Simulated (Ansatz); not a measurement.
## What a change does: single-point calculation on W

System: W (slab, 5 atoms in the cell).
Method of run A: Kohn-Sham DFT of a periodic cell, PBE, all-electron LAPW, scalar-relativistic, no spin polarisation (Ansatz 0.2.0).

The structure derives from an entry of the Crystallography Open Database. Text and figures count atoms from 1; the logs count them from 0 in places.

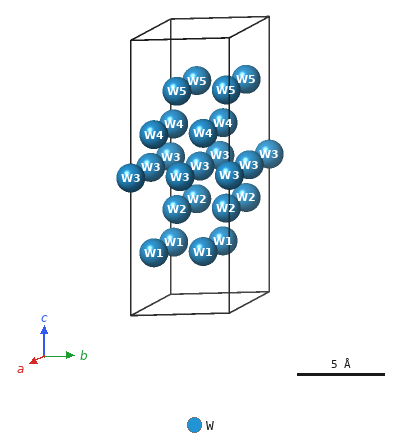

**Figure 1.** The structure (spheres-only view of the 2 × 2 repeat of the cell, with the vacuum cut short, seen slightly off an axis; atoms are numbered from 1 in the order of the input). An atom can appear more than once, as a periodic image.

**Input file, run A**
```yaml
crystal:
  lattice:
    - [2.8708535316, 0.0, 0.0]
    - [-1.4354267658, 2.4862320889, 0.0]
    - [0.0, 0.0, 24.3761683716]
  atoms:
    - { symbol: W, position: [0.6666666667, 0.3333333333, 0.3076775597] }
    - { symbol: W, position: [0.3333333333, 0.6666666667, 0.4038387799] }
    - { symbol: W, position: [0.0, 0.0, 0.5] }
    - { symbol: W, position: [0.6666666667, 0.3333333333, 0.5961612201] }
    - { symbol: W, position: [0.3333333333, 0.6666666667, 0.6923224403] }
kpoints:
  mp_grid: { grid: [11, 11, 1] }
scf:
  occupations: { method: fermi_dirac, width: 0.05 }
hamiltonian:
  xc: pbe
  pseudopotentials: { kind: all_electron, lapw: { basis_error: 0.002 } }
output:
  forces: true
  stress: true
  eigenvalues: true
```

Launched with:
```bash
ansatz run input.yaml --threads 8 --pin off --max-ram 28672MiB --backend cpu --events-out ev --progress --plain --runs-dir out
```

Hardware: 8 threads of Intel Xeon @ 2.50GHz (Skylake/Cascade Lake), 189 GiB of memory available, shared host.

**Output, shortened to warnings, some set-up lines, iterations and results (run A)**
```
Basis set: ecut = 232.94354722282853 eV, 1453 PW (Γ), exchange–correlation at level 2
Symmetry: 12 space group operations
k-points: 16 of 121
Initial density: superposition of atomic densities (neutral atoms: chi_scale 0, normalization atom)
[...]
SCF iter   1: F=—  HF=-2196008.546681 eV  |F-HF|=—  |Δ(HF+E_count)|=         —  Δρ=3.27e-2  dr2=3.44e1  ethr=1.81e-2  ⟨swp⟩=2.0  Hψ=11409  notcnv=0
SCF iter   2: F=—  HF=-2196008.398890 eV  |F-HF|=—  |Δ(HF+E_count)|=   1.48e-1  Δρ=2.95e-2  dr2=2.98e1  ethr=1.81e-2  ⟨swp⟩=3.0  Hψ=5359  notcnv=0
SCF iter   3: F=—  HF=-2196006.320494 eV  |F-HF|=—  |Δ(HF+E_count)|=    2.08e0  Δρ=4.99e-3  dr2=5.25e-2  ethr=2.74e-5  ⟨swp⟩=2.9  Hψ=9256  notcnv=0
SCF iter   4: F=—  HF=-2196006.297858 eV  |F-HF|=—  |Δ(HF+E_count)|=         —  Δρ=2.58e-3  dr2=4.64e-2  ethr=2.74e-5  ⟨swp⟩=2.8  Hψ=5514  notcnv=0
SCF iter   5: F=—  HF=-2196006.291141 eV  |F-HF|=—  |Δ(HF+E_count)|=   6.72e-3  Δρ=1.39e-3  dr2=1.63e-2  ethr=2.44e-5  ⟨swp⟩=2.0  Hψ=5422  notcnv=0
SCF iter   6: F=—  HF=-2196006.290404 eV  |F-HF|=—  |Δ(HF+E_count)|=   7.36e-4  Δρ=3.48e-4  dr2=4.22e-4  ethr=8.60e-6  ⟨swp⟩=2.0  Hψ=5434  notcnv=0
SCF iter   7: F=—  HF=-2196006.290454 eV  |F-HF|=—  |Δ(HF+E_count)|=   5.01e-5  Δρ=1.41e-4  dr2=1.91e-4  ethr=2.22e-7  ⟨swp⟩=2.5  Hψ=5442  notcnv=0
SCF iter   8: F=—  HF=-2196006.290474 eV  |F-HF|=—  |Δ(HF+E_count)|=   1.94e-5  Δρ=5.32e-5  dr2=2.68e-5  ethr=1.01e-7  ⟨swp⟩=3.0  Hψ=5486  notcnv=0
SCF iter   9: F=—  HF=-2196006.290474 eV  |F-HF|=—  |Δ(HF+E_count)|=   4.95e-7  Δρ=1.89e-5  dr2=4.13e-6  ethr=1.41e-8  ⟨swp⟩=2.8  Hψ=5467  notcnv=0
SCF iter  10: F=—  HF=-2196006.290475 eV  |F-HF|=—  |Δ(HF+E_count)|=   5.01e-7  Δρ=5.88e-6  dr2=2.00e-7  ethr=2.17e-9  ⟨swp⟩=3.0  Hψ=5569  notcnv=0
SCF iter  11: F=-2196006.290474 eV  HF=-2196006.290474 eV  |F-HF|=6.98e-9  |Δ(HF+E_count)|=   1.16e-7  Δρ=3.45e-6  dr2=2.36e-8  ethr=1.05e-10  ⟨swp⟩=3.0  Hψ=5682  notcnv=0
SCF 1 converged in 11 iterations: F = -2196006.290474 eV  dr2 = 2.36e-8
SCF converged after 11 iterations
Free energy (F): -2196006.290474 eV
Harris-Foulkes:  -2196006.290474 eV  (|F-HF|=6.98e-9)
Internal energy: -2196006.235938 eV  (E = F + TS)
E sigma→0 (E₀):  -2196006.263206 eV
Entropy (-TS):   -0.054536 eV (-10.907 meV/atom)
Fermi energy:    10.522022 eV
--- Per-component energies (eV) ---
  E_band       = -13540.499216
  E_kinetic    = 2459393.121788
  E_xc         = -44158.679008
  E_electrostatic = -4611240.678718  (all electrons and nuclei)
  E_smearing   = -0.054536  (= −TS)
  E_closure    = 0.000000  (closes the sum)
  E_atoms      = -2195953.943115  (free atoms, spherical and without spin; not in F)
  Σ components = -2196006.290474   (vs F -2196006.290474, Δ=0.00e0)
  Basis errors (estimates in eV, not in F): energy 5.5e-4 per atom: plane waves 4.8e-4 (2.6e-4 summed), levels above the bands 1.5e-69, relativity 1.3e-7, radial functions 7.7e-5, core shells 5.8e-7; eigenvalues (radial functions only) 1.2e-6; not estimated: angular momenta, meshes, grids; target …
--- Forces (eV/Å), atoms counted from 1 ---
  atom   1  W      0.00000000    -0.00000000     0.02189415
  atom   2  W     -0.00000000     0.00000000     0.19875857
  atom   3  W     -0.00000000     0.00000000     0.00000000
  atom   4  W      0.00000000    -0.00000000    -0.19875857
  atom   5  W      0.00000000     0.00000000    -0.02189415
  max |Σ_I F_I| component: 2.78e-17 eV/Å
--- Stress (GPa, compression-positive) ---
       -8.761165      -0.000000       0.000000
        0.000000      -8.761165       0.000000
        0.000000       0.000000      -1.041399
  P = ⅓ Tr σ = -6.1879 GPa (-61.879 kbar)
```

The input of run B differs as follows (lines with − go, lines with + come):
```diff
-  xc: pbe
+  xc: lda
```

How does run B compare with run A?

The total energies belong to different methods, so their difference says nothing on which is more stable or more accurate. The largest force goes from 0.199 to 0.607 eV/Å. The functional changes from PBE to LDA. The number of SCF iterations is the same.

**Output, shortened to warnings, some set-up lines, iterations and results (run B)**
```
Basis set: ecut = 233.05132760479302 eV, 1453 PW (Γ), exchange–correlation at level 2
Symmetry: 12 space group operations
k-points: 16 of 121
Initial density: superposition of atomic densities (neutral atoms: chi_scale 0, normalization atom)
[...]
SCF iter   1: F=—  HF=-2194733.894337 eV  |F-HF|=—  |Δ(HF+E_count)|=         —  Δρ=3.22e-2  dr2=3.33e1  ethr=1.75e-2  ⟨swp⟩=2.0  Hψ=11412  notcnv=0
SCF iter   2: F=—  HF=-2194733.876797 eV  |F-HF|=—  |Δ(HF+E_count)|=   1.75e-2  Δρ=3.10e-2  dr2=3.22e1  ethr=1.75e-2  ⟨swp⟩=3.0  Hψ=5365  notcnv=0
SCF iter   3: F=—  HF=-2194731.552732 eV  |F-HF|=—  |Δ(HF+E_count)|=    2.32e0  Δρ=4.45e-3  dr2=7.04e-2  ethr=3.69e-5  ⟨swp⟩=2.4  Hψ=9100  notcnv=0
SCF iter   4: F=—  HF=-2194731.544783 eV  |F-HF|=—  |Δ(HF+E_count)|=         —  Δρ=2.11e-3  dr2=1.69e-2  ethr=3.69e-5  ⟨swp⟩=2.0  Hψ=5421  notcnv=0
SCF iter   5: F=—  HF=-2194731.538768 eV  |F-HF|=—  |Δ(HF+E_count)|=   6.02e-3  Δρ=1.06e-3  dr2=7.49e-3  ethr=8.91e-6  ⟨swp⟩=2.0  Hψ=5438  notcnv=0
SCF iter   6: F=—  HF=-2194731.538296 eV  |F-HF|=—  |Δ(HF+E_count)|=   4.72e-4  Δρ=2.83e-4  dr2=2.10e-4  ethr=3.94e-6  ⟨swp⟩=2.0  Hψ=5426  notcnv=0
SCF iter   7: F=—  HF=-2194731.538305 eV  |F-HF|=—  |Δ(HF+E_count)|=   8.77e-6  Δρ=9.91e-5  dr2=5.26e-5  ethr=1.10e-7  ⟨swp⟩=2.4  Hψ=5429  notcnv=0
SCF iter   8: F=—  HF=-2194731.538309 eV  |F-HF|=—  |Δ(HF+E_count)|=   3.99e-6  Δρ=3.44e-5  dr2=6.86e-6  ethr=2.77e-8  ⟨swp⟩=2.9  Hψ=5468  notcnv=0
SCF iter   9: F=—  HF=-2194731.538308 eV  |F-HF|=—  |Δ(HF+E_count)|=   4.18e-7  Δρ=9.72e-6  dr2=5.76e-7  ethr=3.61e-9  ⟨swp⟩=3.0  Hψ=5645  notcnv=0
SCF iter  10: F=—  HF=-2194731.538309 eV  |F-HF|=—  |Δ(HF+E_count)|=   6.29e-8  Δρ=4.14e-6  dr2=8.60e-8  ethr=3.03e-10  ⟨swp⟩=3.0  Hψ=5686  notcnv=0
SCF iter  11: F=-2194731.538309 eV  HF=-2194731.538309 eV  |F-HF|=6.52e-9  |Δ(HF+E_count)|=   4.14e-8  Δρ=2.46e-6  dr2=2.21e-8  ethr=4.52e-11  ⟨swp⟩=3.0  Hψ=5666  notcnv=0
SCF 1 converged in 11 iterations: F = -2194731.538309 eV  dr2 = 2.21e-8
SCF converged after 11 iterations
Free energy (F): -2194731.538309 eV
Harris-Foulkes:  -2194731.538309 eV  (|F-HF|=6.52e-9)
Internal energy: -2194731.486642 eV  (E = F + TS)
E sigma→0 (E₀):  -2194731.512475 eV
Entropy (-TS):   -0.051667 eV (-10.333 meV/atom)
Fermi energy:    10.204790 eV
--- Per-component energies (eV) ---
  E_band       = -13576.450651
  E_kinetic    = 2457294.356427
  E_xc         = -42872.147991
  E_electrostatic = -4609153.695078  (all electrons and nuclei)
  E_smearing   = -0.051667  (= −TS)
  E_closure    = 0.000000  (closes the sum)
  E_atoms      = -2194673.904367  (free atoms, spherical and without spin; not in F)
  Σ components = -2194731.538309   (vs F -2194731.538309, Δ=0.00e0)
  Basis errors (estimates in eV, not in F): energy 5.8e-4 per atom: plane waves 4.8e-4 (2.7e-4 summed), levels above the bands 4.5e-71, relativity 1.4e-8, radial functions 9.6e-5, core shells 6.0e-7; eigenvalues (radial functions only) 1.2e-6; not estimated: angular momenta, meshes, grids; target …
--- Forces (eV/Å), atoms counted from 1 ---
  atom   1  W      0.00000000    -0.00000000     0.60699066
  atom   2  W     -0.00000000     0.00000000     0.20208396
  atom   3  W      0.00000000     0.00000000     0.00000000
  atom   4  W     -0.00000000    -0.00000000    -0.20208396
  atom   5  W      0.00000000     0.00000000    -0.60699066
  max |Σ_I F_I| component: 4.63e-18 eV/Å
--- Stress (GPa, compression-positive) ---
      -14.944949       0.000000       0.000000
       -0.000000     -14.944949       0.000000
        0.000000       0.000000      -6.107283
  P = ⅓ Tr σ = -11.9991 GPa (-119.991 kbar)
```

**The two runs side by side**

| quantity | run A | run B |
| --- | --- | --- |
| outcome | converged | converged |
| free energy per atom (eV) | −439201.2581 | −438946.3077 |
| energy per atom, smearing taken to zero (eV) | −439201.2526 | −438946.3025 |
| gap on the mesh (eV) | 0.00 | 0.00 |
| largest force (eV/Å) | 0.199 | 0.607 |
| SCF iterations | 11 | 11 |
| irreducible k-points | 16 | 16 |
| plane waves at Γ | 1453 | 1453 |
| wall time (shared host) | 28 s | 29 s |

For both runs: Spin–orbit coupling is left out, which matters for W.
